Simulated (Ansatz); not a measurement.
Al17N18 (cell with a defect)

```
Al N
1.0
    -4.67067    2.69661    4.98365
     0.00000   -5.39323    4.98365
     4.67067    2.69661    4.98365
Al N
17 18
Direct
  0.72234 0.38726 0.39239
  0.05399 0.72550 0.72251
  0.05398 0.05563 0.39238
  0.39222 0.38727 0.72252
  0.72236 0.72549 0.05416
  0.72068 0.05395 0.72085
  0.05467 0.38794 0.05484
  0.39223 0.05561 0.05416
  0.77909 0.77491 0.44180
  0.11051 0.44379 0.44186
  0.44163 0.77491 0.77925
  0.44163 0.11237 0.44181
  0.77805 0.44427 0.77821
  0.11052 0.77496 0.11069
  0.11099 0.11133 0.77821
  0.44170 0.44381 0.11070
  0.77804 0.11132 0.11115
  0.52922 0.86250 0.52939
  0.84903 0.51504 0.51651
  0.18176 0.84962 0.84920
  0.18176 0.18232 0.51651
  0.51635 0.51504 0.84921
  0.84904 0.84962 0.18193
  0.84892 0.18221 0.84910
  0.18190 0.51518 0.18207
  0.51634 0.18231 0.18193
  0.59056 0.55583 0.22272
  0.90474 0.23802 0.23881
  0.22253 0.55581 0.59074
  0.22256 0.92383 0.22271
  0.57133 0.23789 0.57151
  0.90475 0.57192 0.90491
  0.90461 0.90462 0.57150
  0.23865 0.23802 0.90492
  0.57134 0.90460 0.90477
```

Spin-polarised.

Method: Ansatz, DFT PBEsol, scalar-relativistic, plane waves, PAW.

Core electrons are frozen (PAW), and the valence fields are smoothed inside the atomic spheres.

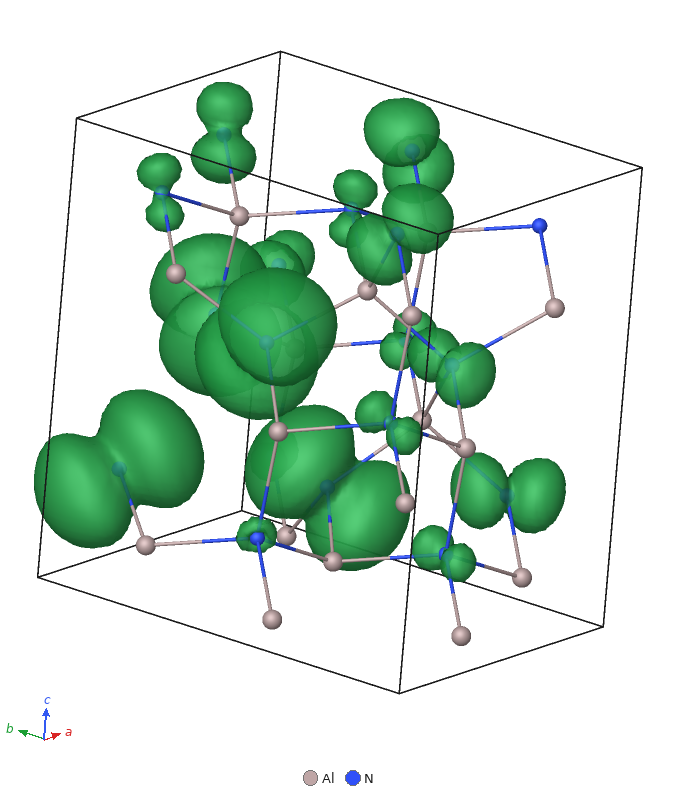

Figure 1. Isosurface of the spin density (up minus down) at +0.015 e/Å³ (green), seen at an oblique angle. Sticks mark near contacts.

Where is the spin, and how is it ordered?

Answer. The spin density sits on N: +0.4 μB (×4) in one cell of 35 atoms, with smaller moments on other sites: N (up to +0.06 μB): parallel main moments (a ferromagnetic arrangement) in this solution. The cell of the calculation (35 atoms) carries 3.0 μB of net spin moment.

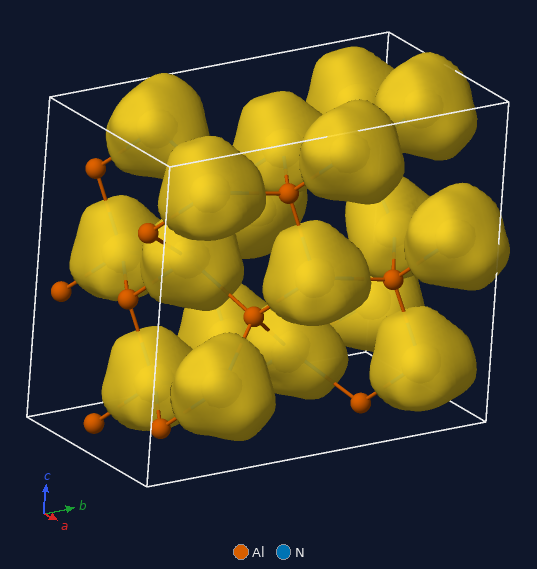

Figure 2. Isosurface of the electron localisation function at 0.65 (yellow), seen slightly off an axis. Core shells and regions of very low density are left out. Sticks mark near contacts.

Describe the localisation domains.

Answer. The surface consists of 18 regions on N in which the atom's valence shell and bonds are merged, counted in one cell of 35 atoms. Regions shared between cells count once. Profiles from the grid: Al–N (1.85 Å): the ELF peaks at about 0.90 between the atoms (a polar covalent bond). Al–N (1.89 Å): the ELF peaks at about 0.90 in the valence shell of N, 0.8 Å from its nucleus, and is about 0.85 at the midpoint.

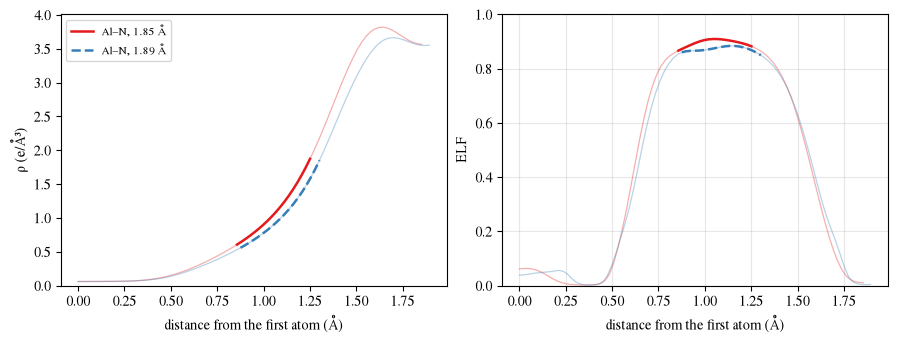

Figure 3. Valence pseudo-density and electron localisation function along straight lines between neighbouring atoms. Thin, pale parts lie inside the atomic spheres.

What can be read from the curves?

Answer. Al–N (1.85 Å): ρ is about 0.74 e/Å³ halfway; the ELF peaks at about 0.90 between the atoms: a shared but strongly polarised pair.
Al–N (1.89 Å): ρ at the midpoint is about 0.68 e/Å³; the ELF peaks at about 0.90 in the valence shell of N, 0.8 Å from its nucleus, and is about 0.85 at the midpoint.

Does the calculation give a band gap?

Answer. It is gapped, with a Kohn–Sham gap of 0.60 eV on the k-point mesh, an upper bound to the gap of this method.
